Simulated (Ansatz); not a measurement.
# AlGa3As4: what the fields show

Input

```
crystal:
  lattice:
    - [5.7404116, 0.0, 0.0]
    - [0.0, 5.7404116, 0.0]
    - [0.0, 0.0, 5.7404116]
  atoms:
    - { symbol: Al, position: [0.5, 0.5, 0.5] }
    - { symbol: Ga, position: [0.5, 0.0, 0.0] }
    - { symbol: Ga, position: [0.0, 0.0, 0.5] }
    - { symbol: Ga, position: [0.0, 0.5, 0.0] }
    - { symbol: As, position: [0.749316, 0.250684, 0.749316] }
    - { symbol: As, position: [0.749316, 0.749316, 0.250684] }
    - { symbol: As, position: [0.250684, 0.250684, 0.250684] }
    - { symbol: As, position: [0.250684, 0.749316, 0.749316] }
basis:
  ecutwfc: 420
kpoints:
  mp_grid: { grid: [6, 6, 6] }
  band_path:
    path:
      - [[0.0, 0.0, 0.0], [0.0, 0.5, 0.0], [0.5, 0.5, 0.0], [0.0, 0.0, 0.0], [0.5, 0.5, 0.5], [0.0, 0.5, 0.0]]
      - [[0.5, 0.5, 0.5], [0.5, 0.5, 0.0]]
    npoints: 14
hamiltonian:
  xc: pbe
scf:
  occupations: { method: gaussian, width: 0.02 }
  n_extra_bands: 20
output:
  forces: true
  stress: true
  eigenvalues: true
  populations: true
  dos: { projected: true, de: 0.02, nscf_kmesh: { grid: [9, 9, 9] } }
  bader: true
  write_density: true
  write_potential: true
  elf: true
  volumetric_format: npy
```

Command:

```sh
ansatz run input.yaml --threads 4 --pin off --max-ram 8192MiB --backend cpu --events-out ev --progress --plain --runs-dir out
```

Below, planes, directions and counts refer to the conventional cell (a = 5.74 Å, b = 5.74 Å, c = 5.74 Å, α = 90.00°, β = 90.00°, γ = 90.00°).

Space group P-43m; a structure generated by program, which may or may not match a known phase.

Computed with Ansatz, DFT PBE, scalar-relativistic, plane waves, PAW.

The density is the valence pseudo-density of a PAW calculation; it isn't the true density close to the nuclei.

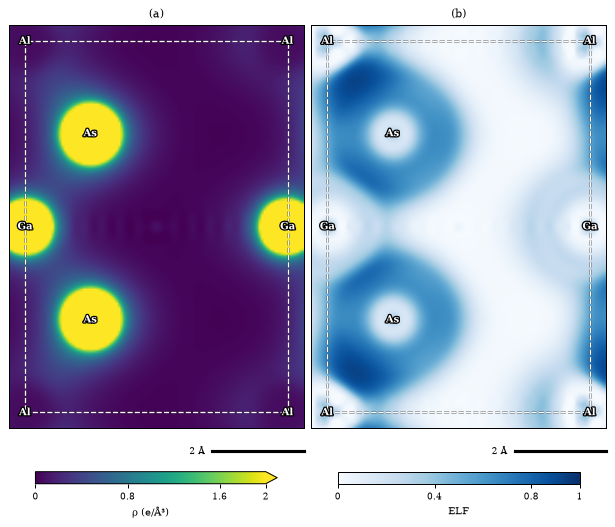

Figure 1. (a) valence pseudo-density; (b) electron localisation function on the (101) plane of the conventional cell.

> Interpret the plot.

- The plane passes through Al, Ga and As nuclei.
- Al–As (2.48 Å): the density is about 0.47 e/Å³ at the midpoint; the ELF peaks at about 0.95 between the atoms, as expected for localised, covalent bonding.
- Ga–As (2.49 Å): ρ at the midpoint is about 0.47 e/Å³; the ELF peaks at about 0.80 between the atoms (a covalent bond).
- The density dies away to nearly zero in the voids.

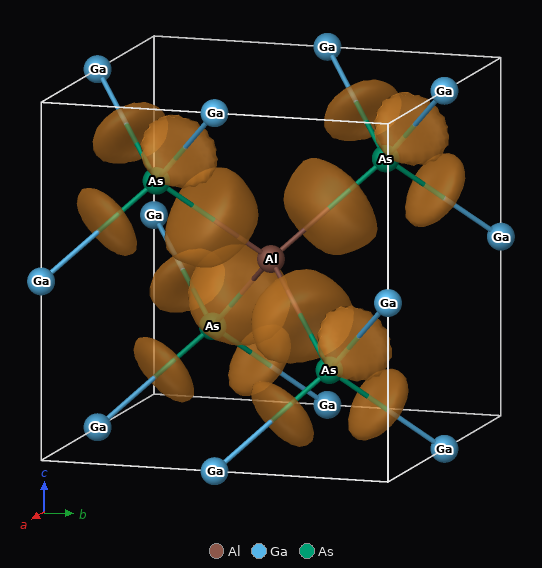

Figure 2. Isosurface of the electron localisation function at 0.7 (orange), seen slightly off an axis. Core shells and regions of very low density are left out. Sticks mark near contacts.

> Where are the electrons localised?

At this value the surface marks out four regions between bonded Al–As atoms (shared pairs) and twelve regions between bonded As–Ga atoms (shared pairs), counted in one cell of 8 atoms. Any copies at cell faces, edges or corners count once.

> Metal or insulator at this level of theory?

It is gapped, with a Kohn–Sham gap of 0.54 eV on the k-point mesh (the band edges may lie off the mesh, which would make the gap smaller).

> What Bader charges does the calculation give?

Electrons move from Al and Ga towards As. Bader charges: Al +1.94, Ga +0.68 and As −0.99 e.
